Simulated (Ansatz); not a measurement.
TiSi31C32 (cell charge −1, with a compensating background) (cell with a defect)

TiSi31C32 (cell charge −1, with a compensating background) (cell with a defect), 64 atoms, a = 8.19 Å, b = 8.19 Å, c = 10.13 Å, α = 90.00°, β = 90.00°, γ = 98.21°.

Spin-polarised.

These are results of Ansatz, DFT PBE, scalar-relativistic, plane waves, PAW, not measurements.

Core electrons are frozen (PAW), and the valence fields are smoothed inside the atomic spheres.

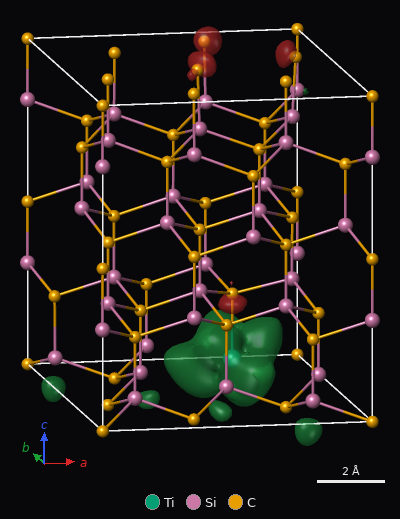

Figure 1. Isosurfaces of the magnetisation density (up minus down) at +0.008 (green) and −0.008 e/Å³ (red), seen slightly off an axis. Sticks mark near contacts.

Q: Describe the spin distribution.

A: The spin density sits on Ti: +0.4 μB in one cell of 64 atoms: with much of the spin spread outside that site. The cell of the calculation (64 atoms) carries 1.0 μB of net spin moment.

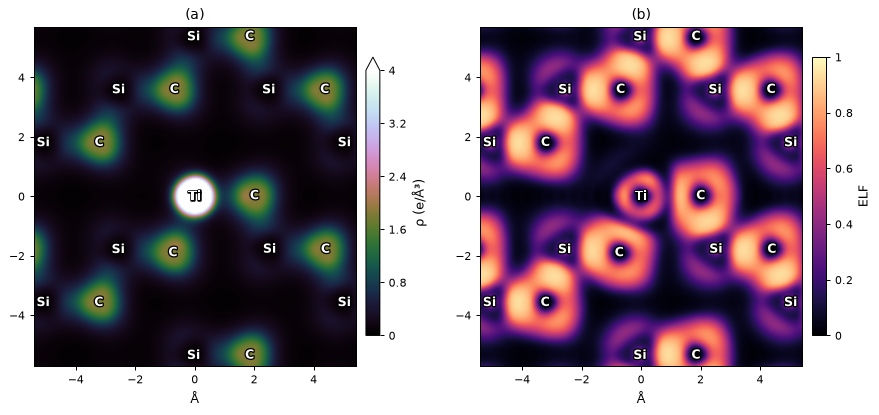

Figure 2. (a) valence charge density (pseudo); (b) ELF on the (11̄0) plane of the calculation cell.

Q: Interpret the plot.

A: The section cuts through Ti, Si and C sites. Si–C (1.86 Å): the density is about 0.9 e/Å³ at the midpoint; the ELF peaks at about 0.90 between the atoms (localised, covalent bonding). Ti–C (2.02 Å): ρ is about 0.73 e/Å³ halfway; the ELF peaks at about 0.85 in the valence shell of C, 0.7 Å from its nucleus, and is about 0.40 at the midpoint. Si–C (1.90 Å): ρ is about 0.86 e/Å³ halfway; the ELF peaks at about 0.95 between the atoms, as expected for a covalent bond. Between the atoms the lowest density in this plane is 0.04 e/Å³. The features right at Ti lie inside the PAW spheres, where the map follows smoothed inner orbitals and isn't to be read closely.
